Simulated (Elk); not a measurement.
## BN (F-43m): refractive index against wavelength

The refractive index of BN (F-43m) below the direct gap (8.84 eV on the mesh) is read from one computed spectrum, n = √(Re ε).

It takes space group F-43m (No. 216, cubic). The conventional cell has a = 3.615 Å, b = 3.615 Å, c = 3.615 Å, α = 90.00°, β = 90.00°, γ = 90.00°. N on site c has 4 B at 1.57 Å as nearest neighbours. B on site a has 4 N at 1.57 Å as nearest neighbours.

Method: Elk 11.2.3 (patched build), PBE, independent particles, k-mesh 16×16×16, Lorentzian half width 0.15 eV.

Launch of the response step: `OMP_NUM_THREADS=4 elk`. The run took 22 s, its band step included, on 4 threads of Intel(R) Xeon(R) 6975P-C (Granite Rapids) (shared host).

```
wavelength (nm)  photon energy E (eV)       n
            532                 2.331  2.1836
            450                 2.755  2.1963
            405                 3.061       ?
            365                 3.397  2.2206
            308                 4.025  2.2510
            266                 4.661  2.2898
            248                 4.999  2.3144
```

In the single-oscillator model n² − 1 = E₀E_d/(E₀² − E²), so 1/(n² − 1) = E₀/E_d − E²/(E₀E_d) is linear in E².

Working, on the rows shown:

| x = E² (eV²) | y = 1/(n² − 1) |
| --- | --- |
| 5.43137 | 0.265385 |
| 7.59115 | 0.261524 |
| 11.5384 | 0.254384 |
| 16.2043 | 0.245881 |
| 21.7255 | 0.235672 |
| 24.9936 | 0.229545 |

Means: x̄ = 14.581, ȳ = 0.24873. Σ(x − x̄)(y − ȳ) = -0.5567, Σ(x − x̄)² = 303.9. Slope = -0.5567 / 303.9 = -0.001832; intercept = ȳ − slope · x̄ = 0.27544. Turned back into n, the line misses the rows shown by at most 0.00047.

Q: Fill in the last column of the withheld row.

A: At x = 9.3718 the line gives y = 0.25827, that is 2.2072. The run gave 2.2071, so the interpolation is off by 0.00013, 0.1 % of the range in the table.

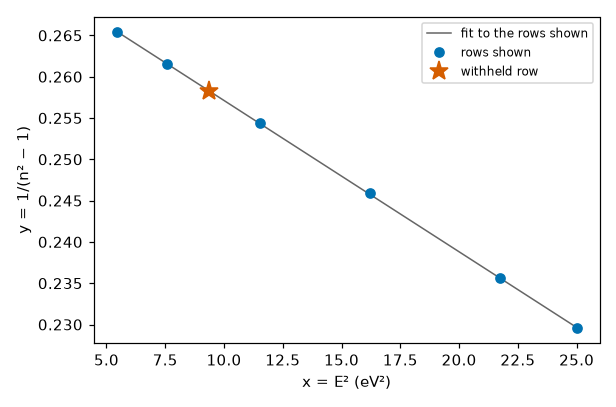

Refitted with all rows, the slope is -0.001832 and the intercept 0.27545. These give E₀ = √(intercept/−slope) = 12.26 eV and E_d = E₀/intercept = 44.5 eV; E₀ is 1.4 times the direct gap. The electronic limit at long wavelengths, without lattice vibrations, is n = √(1 + 1/intercept) = 2.152. Excitons are left out and so are local fields; PBE gaps are as a rule too small. The values come from a sum over the points of one k-mesh and carry its error, which grows as the direct gap shrinks.

[Logs are printed without paths, hosts, clocks, repeated set-up lines and the standing remarks that a program may print on its own settings, such as how far it seeks lower states.]
